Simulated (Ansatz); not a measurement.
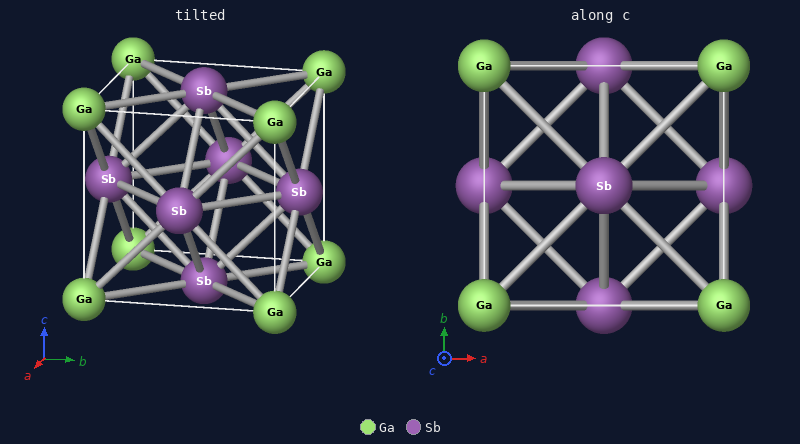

The image is a ball-and-stick drawing of a crystal, viewed slightly off an axis and along the c axis. One conventional unit cell is framed, with atoms on its boundary repeated. Cell: a = 4.885 Å, b = 4.885 Å, c = 4.885 Å, α = 90.00°, β = 90.00°, γ = 90.00°.

- The solid is GaSb3.
- The lattice is primitive cubic and the space group Pm-3m (No. 221).
- Its structure type: Cu₃Au (L1₂) type.
- Counting shared atoms by their share gives 1 Ga, 3 Sb, or 4 atoms.
- The Ga atoms are each bonded to twelve Sb in a cuboctahedral arrangement at about 3.5 Å. The Sb atoms are each bonded to eight Sb and four Ga in a cuboctahedral arrangement (about 3.5 Å to Sb, 3.5 Å to Ga).
- The bonds build a three-dimensional framework.

The initial geometry was a structure listed in the Materials Project, with elements exchanged, so it need not be a known form of the compound. The cell was then strained or its atoms displaced on purpose. It went into a calculation with Ansatz.

At this level of theory the cell isn't at rest (stretched, at -7 GPa), so its distances can differ from those at equilibrium, the more so the softer the solid.
